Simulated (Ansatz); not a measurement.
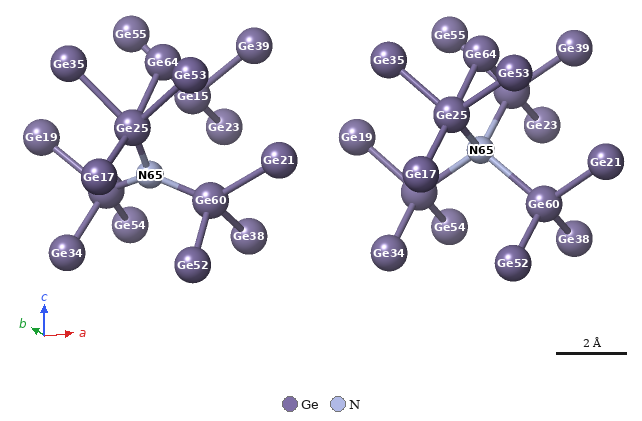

Two geometries of a defect cell of composition Ge$_{64}$N (cell charge −1), drawn at one scale. One is the start of a relaxation, the other its converged end. A ball-and-stick model of the atoms within 4.2 Å of the atom that moves most (axes of the cell of the calculation (origin shifted)), seen slightly off an axis.

These are results of Ansatz, DFT, PBEsol, PAW, plane waves, not measurements. (plane-wave cutoff 420 eV; k-point mesh 1 × 1 × 1; mesh shifted by (0.25, 0.25, 0.25); no spin polarisation; atoms relaxed in a fixed cell; force threshold 0.03 eV/Å; at most 80 steps)

Which one is relaxed?

The left one is the relaxed one. The atoms of the start lie slightly off their symmetric places, so part of the fall in energy undoes that. The atom that moves furthest is the N atom (0.91 Å roughly along [−1 −1 −1]). Largest moves by element: N 0.91 Å, Ge 0.46 Å. The lattice vectors keep their values. Among the contacts that change: Ge–N 2.449 → 3.361 Å, Ge–N 2.476 → 1.912 Å, Ge–N 2.444 → 1.913 Å, Ge–N 2.455 → 1.972 Å. Among the angles between lasting bonds that change: Ge–Ge–Ge 110.4° → 96.1°, Ge–Ge–Ge 177.5° → 168.0°, Ge–Ge–Ge 109.7° → 100.3°. Over 10 geometry steps the energy falls by 3.115 eV per cell of the calculation. Largest force component: 1.6 eV/Å at the start, 0.015 eV/Å at the end.

Limits of the set-up: the cell is charged, on a uniform background, and energies carry no finite-size correction.
